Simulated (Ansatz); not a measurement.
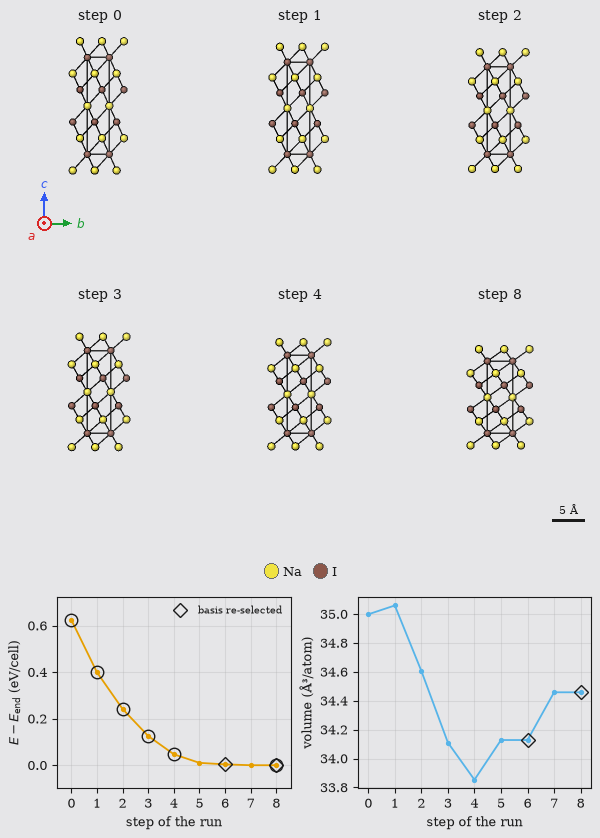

Frames of a relaxation of a crystal of NaI (a generated structure, set up in R-3m) (coarse preliminary run), marked on the history of the run. The picture is a ball-and-stick view of the conventional cell (3 times the calculation's cell), seen along the a axis. Lengths and directions refer to the drawn axes.

Theory: Ansatz 0.2.0, DFT PBE, scalar-relativistic, plane waves, PAW. Settings: plane-wave cutoff 420 eV; k-point mesh 6 × 6 × 6; occupations gaussian; smearing width 0.1 eV; no spin polarisation; cell and atoms relaxed; force threshold 0.04 eV/Å; at most 70 steps.

### Describe the path.

No atom moves by more than 0.005 Å relative to the cell. The volume changes by −1.5 %, with a = b 3.987 → 4.585 Å (+15.0 %), c 15.255 → 11.355 Å (−25.6 %). Near-neighbour distances that change, for instance: I–Na 3.430 → 3.254 Å. Among the angles between lasting bonds that change: Na–I–Na 108.9° → 90.4°, I–Na–I 71.1° → 89.6°, Na–I–Na 71.1° → 89.6°. The space group stays R-3m (No. 166). Over 6 accepted moves (8 points after the start) the energy falls by 0.624 eV per cell of the calculation. All forces vanish by symmetry, so only the cell relaxes. Pressure: 0.22 GPa at the start and 0.15 GPa at the end. The SCF was repeated twice at an unchanged geometry on a basis and grid sized afresh for the cell, which shifted the energy by 6.5 meV per cell of the calculation at most. From step 0 to 1: volume +0.2 %, energy −0.225 eV per cell of the calculation. From step 1 to 2: volume −1.3 %, energy −0.158 eV per cell of the calculation. From step 2 to 3: volume −1.4 %, energy −0.116 eV per cell of the calculation. From step 3 to 4: volume −0.8 %, energy −78.5 meV per cell of the calculation. From step 4 to 8: volume +1.8 %, energy −47.1 meV per cell of the calculation.

| step | E − E(0), meV/atom | pressure, GPa | volume, Å³/atom | note |
| --- | --- | --- | --- | --- |
| 0 | 0.00 | 0.22 | 34.998 |  |
| 1 | -112.53 | 0.00 | 35.060 |  |
| 2 | -191.38 | 0.11 | 34.606 |  |
| 3 | -249.37 | 0.30 | 34.110 |  |
| 4 | -288.63 | 0.38 | 33.853 |  |
| 5 | -307.06 | 0.08 | 34.128 |  |
| 6 | -310.32 | 0.30 | 34.128 | same geometry, new basis |
| 7 | -312.16 | 0.15 | 34.459 |  |
| 8 | -312.18 | 0.15 | 34.459 | same geometry, new basis |
